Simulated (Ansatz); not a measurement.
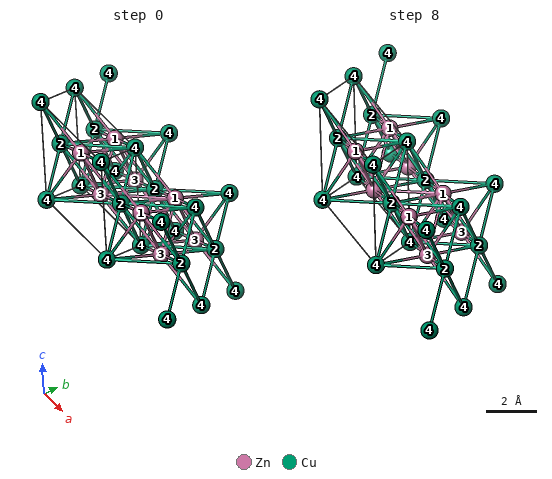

The structure of a crystal of ZnCu (set up in P4/mmm) before (left) and after (right) a relaxation, at one scale.

The picture is a ball-and-stick view of the cell of the calculation, repeated 2 × 2 × 1 with one cell outlined, seen slightly off an axis.

Case: 2 of 4 Cu sites taken by Zn, cell and atoms relaxed.

Computed with DFT PBE, scalar-relativistic, plane waves, PAW in Ansatz 0.2.0.

Input
```yaml
crystal:
  lattice:
    - [-3.2015053615, 0.0, 2.6818672656]
    - [0.0, 3.2015053615, -2.6818672656]
    - [0.0, -3.2015053615, -2.6818672656]
  atoms:
    - { symbol: Zn, position: [0.5, 0.25, 0.75] }
    - { symbol: Cu, position: [0.0, 0.5, 0.5] }
    - { symbol: Zn, position: [0.5, 0.75, 0.25] }
    - { symbol: Cu, position: [0.0, 0.0, 0.0] }
basis:
  ecutwfc: 420
kpoints:
  mp_grid: { grid: [14, 14, 14] }
hamiltonian:
  xc: pbe
scf:
  occupations: { method: gaussian, width: 0.1 }
output:
  forces: true
  stress: true
  eigenvalues: true
relax:
  adjacent_minimum: "off"
  f_tol: 0.015
  max_steps: 60
  cell: { stress_tol: 0.15 }
```

Run as
```bash
ansatz run input.yaml --threads 1 --pin off --max-ram 2560MiB --backend cpu --events-out ev --progress --plain --runs-dir out
```

Describe what moved and what it gained.

Answer. No atom moves by more than 0.005 Å relative to the cell. Cell: a = b = c 4.176 → 4.190 Å (+0.3 %), α 100.1° → 90.2°, β 114.4° → 119.9°, γ 114.4° → 119.9°. Volume −5.2 %. Some distances before and after: Cu2–Cu4 2.682 → 2.958 Å, Zn1–Zn3 2.682 → 2.958 Å, Cu2–Cu4 (another image) 3.202 → 2.968 Å, Zn1–Zn3 (another image) 3.202 → 2.968 Å. The space group (tolerance 0.01 Å) goes from P4/mmm (No. 123) to Pm-3m (No. 221). Over 6 accepted moves (8 points after the start) the energy falls by 34.8 meV per atom. All forces vanish by symmetry, so only the cell relaxes. The pressure goes from −4.54 to −0.01 GPa. The SCF was repeated twice at an unchanged geometry on a basis and grid sized afresh for the cell, which shifted the energy by less than 0.05 meV per atom at most.
